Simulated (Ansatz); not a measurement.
# Calculations on Si62N

**1. Relaxation**

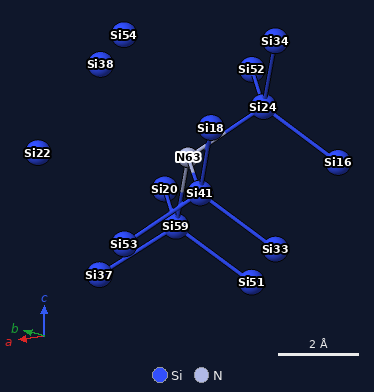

A defect cell of composition Si$_{62}$N (cell charge +1), before the relaxation. A ball-and-stick model of the atoms within 4.2 Å of the atom that moves most (axes of the cell of the calculation (origin shifted)), seen from a free direction.

All numbers below come from DFT, PBEsol, PAW, plane waves in Ansatz 0.2.0.

Set-up: plane-wave cutoff 420 eV; k-point mesh 1 × 1 × 1; mesh shifted by (0.25, 0.25, 0.25); no spin polarisation; atoms relaxed in a fixed cell; force threshold 0.03 eV/Å; at most 80 steps.

```
CELL_PARAMETERS angstrom
10.86558 0.00000 0.00000
0.00000 10.86558 0.00000
0.00000 0.00000 10.86558
ATOMIC_POSITIONS crystal
Si 0.99821 0.00074 0.99933
Si 0.99880 0.99906 0.49904
Si 0.00044 0.49880 0.99898
Si 0.99864 0.50050 0.49895
Si 0.49720 0.00006 0.99931
Si 0.49801 0.99906 0.50044
Si 0.50250 0.50298 0.99892
Si 0.12497 0.12801 0.12539
Si 0.12639 0.12662 0.62451
Si 0.12599 0.62570 0.12380
Si 0.12787 0.62409 0.62365
Si 0.62848 0.12328 0.12729
Si 0.62507 0.12537 0.62603
Si 0.62238 0.62722 0.12260
Si 0.24916 0.24619 0.00249
Si 0.25083 0.25044 0.50033
Si 0.25147 0.75003 0.99859
Si 0.25041 0.75037 0.49828
Si 0.74991 0.25208 0.99863
Si 0.74853 0.25150 0.49907
Si 0.74940 0.74950 0.99931
Si 0.74955 0.74810 0.50112
Si 0.37462 0.37597 0.12531
Si 0.37534 0.37375 0.62724
Si 0.37241 0.87636 0.12172
Si 0.37589 0.87555 0.62265
Si 0.87596 0.37819 0.12479
Si 0.87532 0.37102 0.62090
Si 0.87481 0.87503 0.12838
Si 0.87745 0.87815 0.62751
Si 0.25066 0.99835 0.25094
Si 0.25353 0.00016 0.74884
Si 0.24977 0.49814 0.25283
Si 0.24703 0.50257 0.74553
Si 0.75055 0.99918 0.24999
Si 0.74791 0.00045 0.75134
Si 0.75285 0.50222 0.25403
Si 0.75139 0.49979 0.75258
Si 0.37516 0.12453 0.37206
Si 0.37455 0.12744 0.87512
Si 0.37480 0.62381 0.37992
Si 0.37629 0.61966 0.87613
Si 0.87633 0.12402 0.37340
Si 0.87489 0.12348 0.87641
Si 0.87379 0.62513 0.37317
Si 0.87444 0.62470 0.87569
Si 0.99765 0.25028 0.25018
Si 0.00035 0.25242 0.74824
Si 0.00191 0.74729 0.24781
Si 0.99882 0.74873 0.75272
Si 0.50089 0.24869 0.24799
Si 0.49792 0.25127 0.75137
Si 0.50056 0.74925 0.25359
Si 0.50166 0.74917 0.74976
Si 0.12711 0.37369 0.37574
Si 0.12572 0.37543 0.87431
Si 0.12562 0.87598 0.37233
Si 0.12437 0.87469 0.87310
Si 0.62347 0.37815 0.37364
Si 0.62887 0.37548 0.87322
Si 0.62501 0.87565 0.37582
Si 0.62390 0.87091 0.87609
N 0.49773 0.50241 0.50016
```

### Where does the relaxation end?

The atom that moves furthest is N63 (0.57 Å along [−1 −1 −1]). By element the largest moves are N 0.57 Å, Si 0.43 Å. The cell doesn't change. Near-neighbour distances that change, for instance: Si24–N63 2.373 → 1.832 Å, Si59–N63 2.362 → 1.832 Å, Si41–N63 2.287 → 1.833 Å, Si18–Si41 2.318 → 2.428 Å. Among the angles between lasting bonds that change: Si34–Si24–Si52 111.3° → 98.8°, Si53–Si41–N63 109.0° → 120.7°, Si18–Si41–Si53 108.5° → 98.8°. Over 5 geometry steps the energy falls by 3.513 eV per cell of the calculation. The largest force component goes from 2 to 0.02 eV/Å. The run took 8.2 s on 1 × NVIDIA GB300 with 8 threads of Arm Neoverse-V2, peak memory 1.7 GiB.

Step by step:

| step | E − E(0), meV/atom | largest force component, eV/Å |
| --- | --- | --- |
| 0 | 0.00 | 1.9804 |
| 1 | -31.61 | 1.5380 |
| 2 | -51.12 | 0.6087 |
| 3 | -54.79 | 0.3252 |
| 4 | -55.73 | 0.0552 |
| 5 | -55.77 | 0.0199 |

After the run, drawn alike:

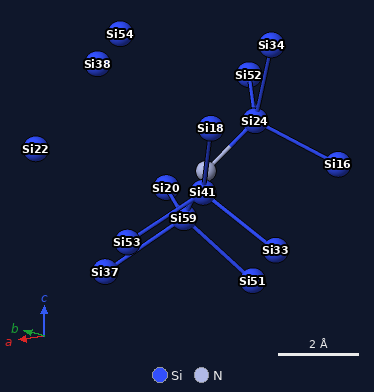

Limits of the set-up: the cell is charged, on a uniform background, and energies carry no finite-size correction.

**2. Relaxation**

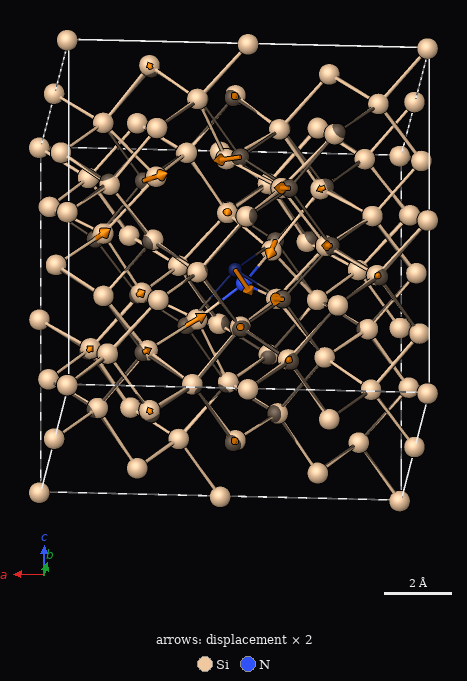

This is a relaxation of a defect cell of composition Si62N (cell charge −1). The starting structure is drawn faded, the final one solid; orange arrows show the displacements, magnified 2 times.

A ball-and-stick model of the cell of the calculation (origin shifted), seen from a free direction.

The calculation used DFT, PBEsol, PAW, plane waves in Ansatz 0.2.0. Set-up: plane-wave cutoff 420 eV; k-point mesh 1 × 1 × 1; mesh shifted by (0.25, 0.25, 0.25); no spin polarisation; atoms relaxed in a fixed cell; force threshold 0.03 eV/Å; at most 80 steps.

### What happened in the run?

The atom that moves furthest is the N atom (0.56 Å along [−1 −1 −1]). Largest moves by element: N 0.56 Å, Si 0.54 Å. The lattice vectors keep their values. Among the contacts that change: Si–Si 3.835 → 2.784 Å, N–Si 2.373 → 1.839 Å, N–Si 2.287 → 1.838 Å, Si–Si 2.379 → 2.525 Å. Bond angles that change, for instance: Si–Si–Si 110.2° → 96.7°, Si–Si–N 109.0° → 121.6°, Si–Si–Si 111.0° → 98.5°. Over 10 geometry steps the energy falls by 3.726 eV per cell of the calculation. The largest force component goes from 2 to 0.021 eV/Å. Cost: 78 s on 7 threads of Arm Neoverse-V2, peak memory 1.8 GiB.

Limits of the set-up: the cell is charged, on a uniform background, and energies carry no finite-size correction.

**3. Defect**

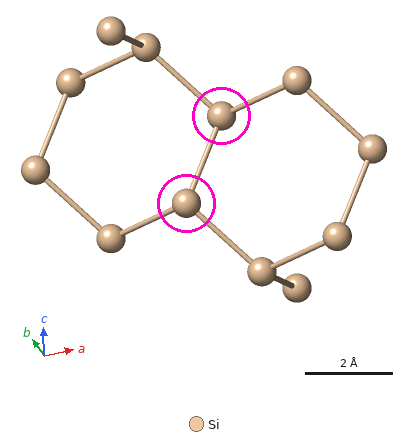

Perfect Si. Style: ball-and-stick. Shown: the atoms within 4.6 Å of one point, in a slice 4.2 Å thick across the line of sight, from a free direction.

All numbers below come from Ansatz 0.2.0, DFT, PBEsol, PAW, plane waves. Set-up: plane-wave cutoff 420 eV; k-point mesh 1 × 1 × 1; mesh shifted by (0.25, 0.25, 0.25); no spin polarisation. Fermi-Dirac smearing of 0.01 eV. A uniform background neutralises the charged cell. The axes drawn are those of the host's conventional cell.

A silicon atom is replaced by nitrogen and a silicon atom is taken out (a vacancy), the two sites 2.4 Å apart at the ringed places, in charge state −1. The supercell has 64 sites, and the atoms are relaxed at the host's cell.

**Predict the relaxed surroundings of the defect.**

In the host the Si atom has 4 Si at 2.35 Å; the N atom ends with 3 Si at 1.84 Å. Around the empty Si site the host had 4 Si at 2.35 Å; after relaxation the nearest atoms are 3 Si at 1.96 to 2.25 Å. Of the host's atoms, a silicon atom moves furthest from its site, by 0.54 Å. The N atom itself moves 0.56 Å from where it was put.

The relaxed defect, seen from the same direction:

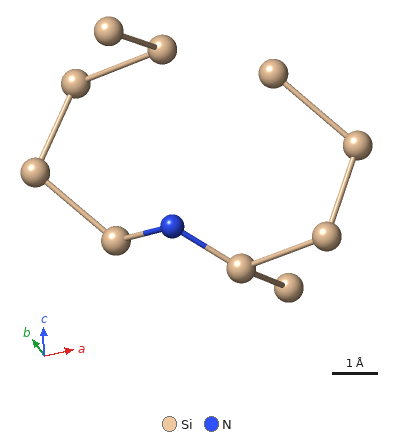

Limits of the set-up: the cell is charged, on a uniform background, and energies carry no finite-size correction.

**4. Defect**

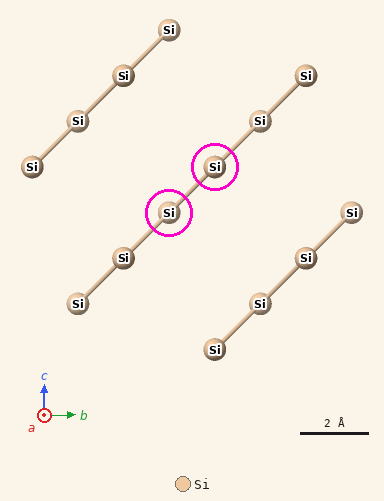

Perfect Si. The picture is a ball-and-stick view of the atoms within 5.4 Å of one point, in a slice 3.4 Å thick across the line of sight, seen along the a axis.

Method: DFT, PBEsol, PAW, plane waves in Ansatz. Set-up: plane-wave cutoff 420 eV; k-point mesh 1 × 1 × 1; mesh shifted by (0.25, 0.25, 0.25); collinear spin. Fermi-Dirac smearing of 0.01 eV. The axes drawn are those of the host's conventional cell.

A silicon atom is replaced by nitrogen and a silicon atom is taken out (a vacancy), the two sites 2.4 Å apart at the ringed places, in charge state 0. The supercell has 64 sites, and the atoms are relaxed at the host's cell.

> How do the neighbours respond?

In the host the Si atom has 4 Si at 2.35 Å; the N atom ends with 3 Si at 1.83 to 1.84 Å. Around the empty Si site the host had 4 Si at 2.35 Å; after relaxation the nearest atoms are 3 Si at 2.19 to 2.23 Å. Of the host's atoms, a silicon atom moves furthest from its site, by 0.40 Å. The N atom itself moves 0.58 Å from where it was put. The cell's net moment is 1.00 μB.

The relaxed defect, seen from the same direction:

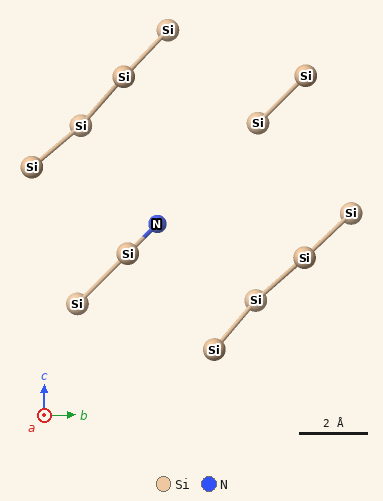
